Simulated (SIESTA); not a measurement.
**Ti: 7 runs along one coordinate**

System: Ti (Fm-3m, 1 atom in the cell).
Method: Kohn-Sham DFT of a periodic cell, LDA, PseudoDojo 0.4 standard, converted to PSML, no spin polarisation (SIESTA 5.4.2).

The 7 runs differ only in the geometry, by an even scaling of the cell at fixed fractional positions. The structure derives from an entry of the Crystallography Open Database.

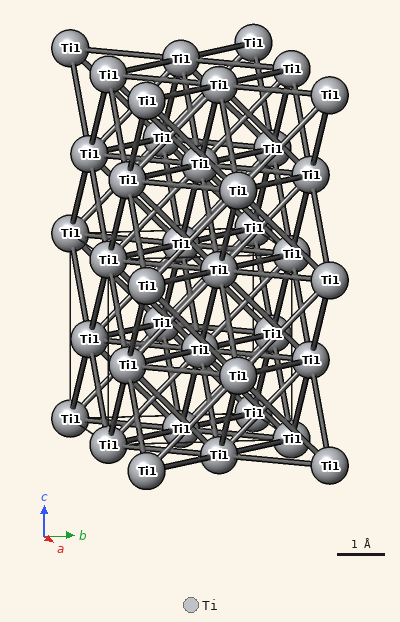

Figure 1. The structure of run 4 (ball-and-stick view of the cell 4 times as large as that of the calculation, set on its symmetry axes, repeated 2 × 1 × 2, seen slightly off an axis; atoms are numbered from 1 in the order of the input). An atom can appear more than once, as a periodic image.

**Input of run 4**
```
SystemName                      Ti
SystemLabel                     Ti
NumberOfSpecies                 1
NumberOfAtoms                   1
%block ChemicalSpeciesLabel
  1  22 Ti
%endblock ChemicalSpeciesLabel

LatticeConstant                 1.0 Ang
%block LatticeVectors
     0.0000000000     2.0300000000     2.0300000000
     2.0300000000     0.0000000000     2.0300000000
     2.0300000000     2.0300000000     0.0000000000
%endblock LatticeVectors
AtomicCoordinatesFormat         Fractional
%block AtomicCoordinatesAndAtomicSpecies
     0.0000000000     0.0000000000     0.0000000000  1  Ti
%endblock AtomicCoordinatesAndAtomicSpecies

%block kgrid.MonkhorstPack
   11   0   0  0.0
    0  11   0  0.0
    0   0  11  0.0
%endblock kgrid.MonkhorstPack
XC.Functional                   LDA
XC.Authors                      PW92
PAO.BasisSize                   DZP
PAO.EnergyShift                 0.003 Ry
Mesh.Cutoff                     800 Ry
OccupationFunction              FD
ElectronicTemperature           0.05 eV
MaxSCFIterations                120
SCF.MustConverge                false
SCF.Mixer.Method                Pulay
SCF.Mixer.Weight                0.25
SCF.Mixer.History               8
SCF.DM.Tolerance                5.0e-05
SCF.H.Tolerance                 1.0e-03 eV
WriteForces                     true
Charge.Mulliken                 end
%block PAO.Basis
  Ti 5
  n=3 0 2
    3.157 0.000
  n=4 0 2
    8.686 0.000
  n=3 1 2
    3.575 0.000
  n=4 1 1
    8.686
  n=3 2 2
    6.229 0.000
%endblock PAO.Basis
```

Command:
```bash
siesta < Ti.fdf > Ti.out 2>&1
```

Run 6 differs from it as follows:
```diff
-     0.0000000000     2.0300000000     2.0300000000
-     2.0300000000     0.0000000000     2.0300000000
-     2.0300000000     2.0300000000     0.0000000000
+     0.0000000000     2.0567135898     2.0567135898
+     2.0567135898     0.0000000000     2.0567135898
+     2.0567135898     2.0567135898     0.0000000000
```

**Results, with one run withheld**

| run | volume per atom (Å³) | free energy per atom, from the lowest run given (meV) | pressure (GPa) |
| --- | --- | --- | --- |
| 1 | 15.727 | 2.95 | 2.79 |
| 2 | 16.062 | 0.00 | 0.12 |
| 3 | 16.396 | 2.37 | −2.37 |
| 4 | 16.731 | 9.63 | −4.56 |
| 5 | 17.065 | 21.43 | −6.66 |
| 6 | 17.400 | ? | ? |
| 7 | 17.735 | 57.04 | −10.27 |

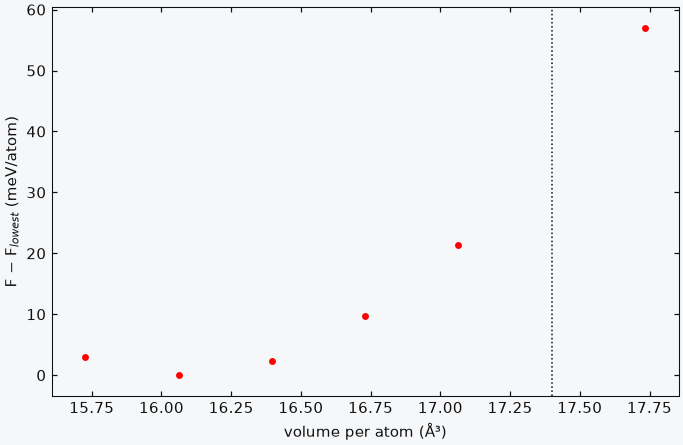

Figure 2. Free energy per atom of the runs given; the dotted line marks run 6.

Fit the runs given and predict run 6.

A cubic polynomial in V^(−2/3) (the Birch–Murnaghan form), fitted to the 6 runs given, misses them by at most 0.03 meV per atom. With x = V^(−2/3) − 0.15369 Å⁻², it reads F = 6.179 − 3759.9 x + 5.7564e+05 x² − 1.5128e+06 x³ (meV per atom). At run 6 it gives 37.33 meV per atom, and the run itself gives 37.34. The slope of the fit gives a pressure −dF/dV of −8.55 GPa there, and the run prints −8.54 GPa. The fit has its minimum at 16.075 Å³ per atom, where V d²F/dV² gives 122 GPa: the bulk modulus at this level, since symmetry fixes the shape and the positions.

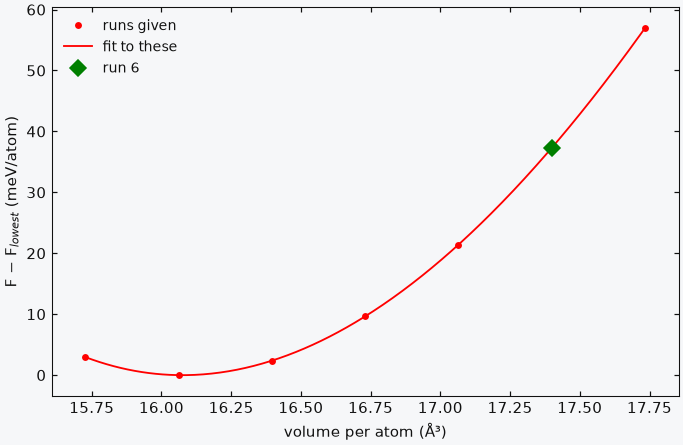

Figure 3. The fit and the withheld run.

**Some lines of the output (run 6)**
```
[...]
outcell: Cell volume (Ang**3)        :     17.4001
stepf: Fermi-Dirac step function
siesta: Etot    =     -1614.104782
siesta: FreeEng =     -1614.114999
        iscf     Eharris(eV)        E_KS(eV)     FreeEng(eV)     dDmax    Ef(eV) dHmax(eV)
siesta: E_KS(eV) =            -1614.5915
siesta: E_KS - E_eggbox =     -1614.5915
siesta: Etot    =     -1614.591457
siesta: FreeEng =     -1614.603251
siesta:         Fermi =      -7.280522
siesta: Cell volume =         17.400088 Ang**3
    Orbital volume contribution        =           1.494042 eV
```

Notes: Points of doubt noted for this run: mulliken charges of long orbitals. With a small basis of atomic orbitals these values can differ much from converged plane-wave results.
